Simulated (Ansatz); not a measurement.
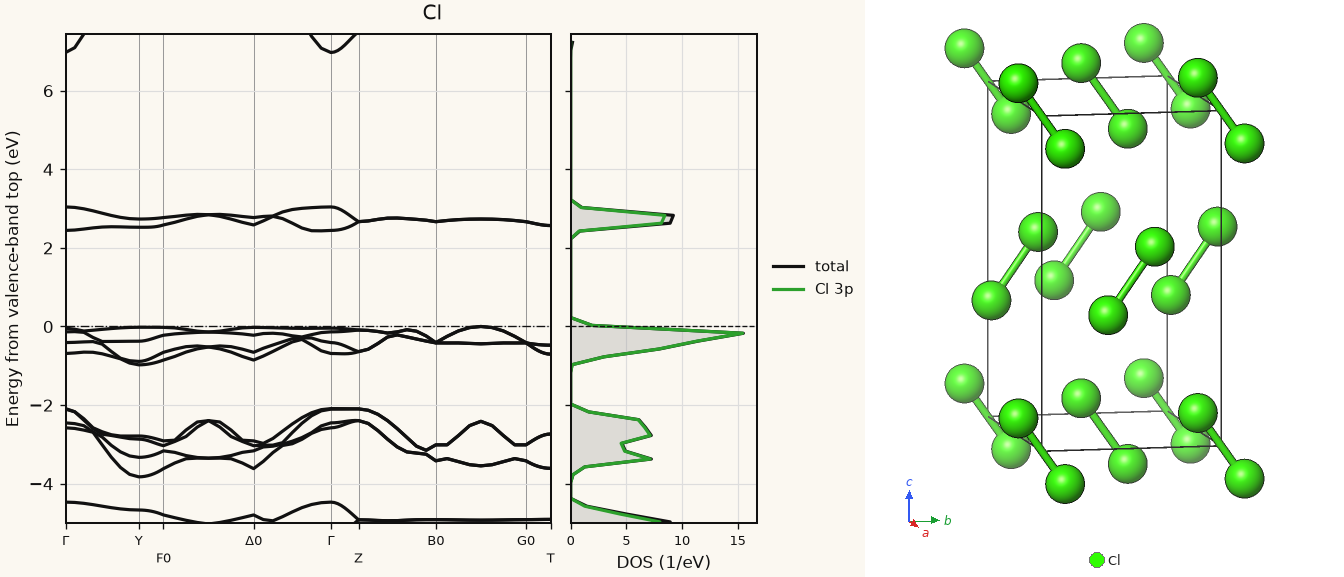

Band structure and density of states, beside the structure. Energies are counted from the top of the valence band. The path runs straight from each named point to the next. The partial curves are projected on Löwdin-orthogonalised atomic shells.

The Ansatz input:

```
crystal:
  lattice:
    - [3.12, -2.24, 0.0]
    - [3.12, 2.24, 0.0]
    - [0.0, 0.0, 8.26]
  atoms:
    - { symbol: Cl, position: [0.13, 0.87, 0.1] }
    - { symbol: Cl, position: [0.63, 0.37, 0.4] }
    - { symbol: Cl, position: [0.87, 0.13, 0.9] }
    - { symbol: Cl, position: [0.37, 0.63, 0.6] }
kpoints:
  mp_grid: { grid: [8, 8, 4] }
  band_path:
    path:
      - [0.0, 0.0, 0.0]
      - [0.5, 0.5, 0.0]
      - [0.3788625904, 0.6211374096, 0.0]
      - [-0.3788625904, 0.3788625904, 0.0]
      - [0.0, 0.0, 0.0]
      - [0.0, 0.0, 0.5]
      - [-0.3788625904, 0.3788625904, 0.5]
      - [0.3788625904, 0.6211374096, 0.5]
      - [0.5, 0.5, 0.5]
    npoints: 8
scf:
  occupations: { method: fermi_dirac, width: 0.02 }
hamiltonian:
  xc: pbe
  pseudopotentials: { kind: paw }
output:
  forces: true
  stress: true
  eigenvalues: true
  efg: { contact_densities: true }
  populations: true
  bader: true
  dos: { projected: true, de: 0.2, e_range: [-14, 8] }
```

> What does the band structure say about the gap?

A semiconductor. The gap along this path is 2.43 eV, from the valence-band top between B0 and G0 to the conduction-band bottom between Δ0 and Γ; the smallest direct gap, between Δ0 and Γ, is only slightly larger at 2.48 eV.

> Where is the tallest peak in the window, and which states make it?

The tallest peak in the window is at −0.2 eV; by projected weight it is Cl 3p almost alone.
